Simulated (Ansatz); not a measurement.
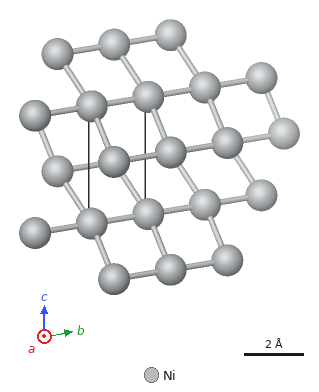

Crystalline Ni (set up in P-1), before the relaxation. The picture is a ball-and-stick view of the cell of the calculation, repeated 1 × 3 × 1 with one cell outlined, seen along the a axis.

Case: all atoms moved at random, sigma 0.1 Å for each component, cell strained at random, sigma 0.1; relaxed back.

All numbers below come from DFT PBE, scalar-relativistic, plane waves, PAW in Ansatz 0.2.0.

Input
```yaml
crystal:
  lattice:
    - [-1.5202554125, 1.5369312596, 1.5746739712]
    - [1.4019791206, -1.161489513, 1.0809559328]
    - [2.9209555616, 2.6971418012, 0.2571654548]
  atoms:
    - { symbol: Ni, position: [-0.0058374805, 0.0518061945, 0.002947414], spin: 0.64 }
    - { symbol: Ni, position: [0.5058374805, 0.4481938055, 0.497052586], spin: 0.64 }
basis:
  ecutwfc: 420
kpoints:
  mp_grid: { grid: [14, 14, 8] }
hamiltonian:
  xc: pbe
scf:
  occupations: { method: gaussian, width: 0.15 }
output:
  forces: true
  stress: true
  eigenvalues: true
  populations: true
magnetization:
  spin_polarized: true
relax:
  adjacent_minimum: "off"
  f_tol: 0.01
  max_steps: 80
```

Command:
```bash
ansatz run input.yaml --threads 1 --pin off --max-ram 2560MiB --backend cpu --events-out ev --progress --plain --runs-dir out
```

Q: Predict the outcome.

A: After 5 accepted moves (7 points after the start) the energy has fallen by 76.1 meV per atom. Largest force component: 0.39 eV/Å at the start, 0.0039 eV/Å at the end. 2 steps only repeated the SCF at the same geometry. The largest moves, 0.41 Å, are those of Ni1 and Ni2. Ni1 goes along +b. The cell stays as it was. Some distances before and after: Ni1–Ni2 2.752 → 2.389 Å, Ni1–Ni2 (another image) 2.262 → 2.587 Å, Ni1–Ni2 (another image) 2.624 → 2.411 Å, Ni1–Ni2 (another image) 2.277 → 2.387 Å. Bond angles that change, for instance: Ni1–Ni1–Ni2 90.2° → 70.3°, Ni1–Ni1–Ni2 89.8° → 109.7°. The space group stays P-1 (No. 2). Cost: 6.1 min on 1 thread of Arm Neoverse V2 (shared host), peak memory 0.84 GiB.

Step by step:

```csv
step,"E − E(0), meV/atom","largest force component, eV/Å",note
0,0.00,0.3939,
1,-4.74,0.3175,
2,-22.02,0.8152,
3,-75.57,0.0492,
4,-75.57,0.0492,"same geometry, SCF repeated"
5,-76.02,0.0054,
6,-76.02,0.0054,"same geometry, SCF repeated"
7,-76.06,0.0039,
```

After the run, drawn alike:

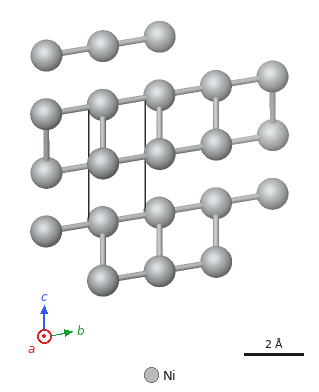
